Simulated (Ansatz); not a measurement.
Take the following structure.

```xyz
4
Lattice="4.1495 -0.0173 0.0053 -2.0897 3.6195 -0.0106 0.0088 -0.0152 6.9656" Properties=species:S:1:pos:R:3 pbc="T T T"
Ge    2.0702    1.1927    0.3761
Ge   -0.0039    2.3981    3.8536
Ge    2.0859    1.1655    3.1068
Ge    0.0118    2.3709    6.5844
```

Interpret the file: composition, symmetry and coordination.

The element is germanium. Strictly the space group is C2/c (No. 15, within 0.01 Å). It is a distorted form of a primitive hexagonal structure, space group P6_3/mmc (No. 194) within 0.25 Å: hexagonal diamond (lonsdaleite type). The cell holds four atoms. The Ge atoms are each bonded to four Ge in a distorted tetrahedral arrangement at 2.50 to 2.73 Å. The bonds build a three-dimensional framework.

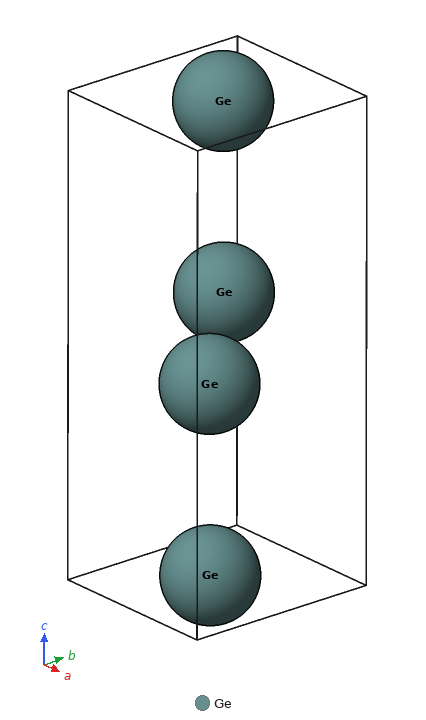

The figure gives a spheres-only picture of the atoms, viewed slightly off an axis. The frame is the unit cell; atoms at its boundary are shown with their periodic copies. Colours: germanium teal.

The starting point was a structure listed in the Materials Project. The cell was then strained or its atoms displaced on purpose. A calculation with Ansatz used it as input.

At this level of theory the cell isn't at rest (forces up to 0.8 eV/Å), so its distances can differ from those at equilibrium, the more so the softer the solid.
